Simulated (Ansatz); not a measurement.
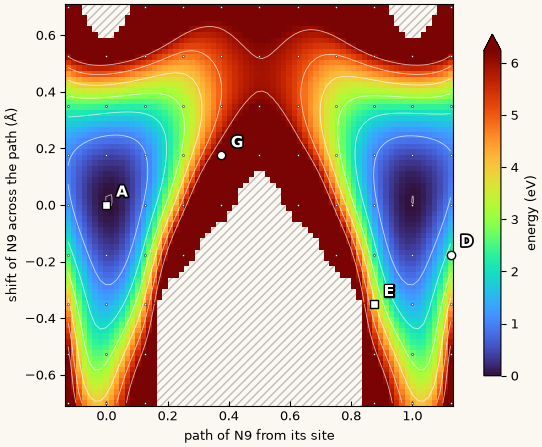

BN (P6_3mc phase) with one N vacancy (15 atoms in the cell, cell charge +3). An atom moved over a plane that holds its own site and a neighbouring vacancy (x along [−1 −1 −2], y along [1 −3 2], z along [−1 0 0] of the conventional cell). Coordinates scanned: (1) path of N9 from its site (0) to the vacancy (1), 2.554 Å; (2) shift of N9 across the path, along the Cartesian direction [2 1 0]. Nothing is relaxed (all other atoms held at the sites of the perfect crystal). The scan uses an 11 × 9 grid; 52 points were computed and 26 follow by symmetry. At 21 points there is no value (left out of the scan, as a rule where atoms come close). Points are written as (first, second). All energies are given in eV per cell relative to the lowest grid point. The lowest point has no gap; 1 points of the grid have one on the k-mesh. The cell is charged on a uniform background, without a charge correction. All numbers below come from DFT PBE, scalar-relativistic, plane waves, PAW (Ansatz). Settings: cutoff 420 eV, k-mesh 6×6×6, gaussian smearing 0.05 eV, no spin polarisation.

Drawn: a smooth colour map with a few white contour lines, dots at the grid points, one colour for all values above the top of the scale, hatched blanks where no value was computed, lettered points. Between grid points the surface is interpolated.

Question: Rank the lettered points by energy, lowest first.

Answer: A (0.0 eV), D (2.3 eV), E (4.2 eV), G (7.1 eV).

PAW datasets: the set soft_1.
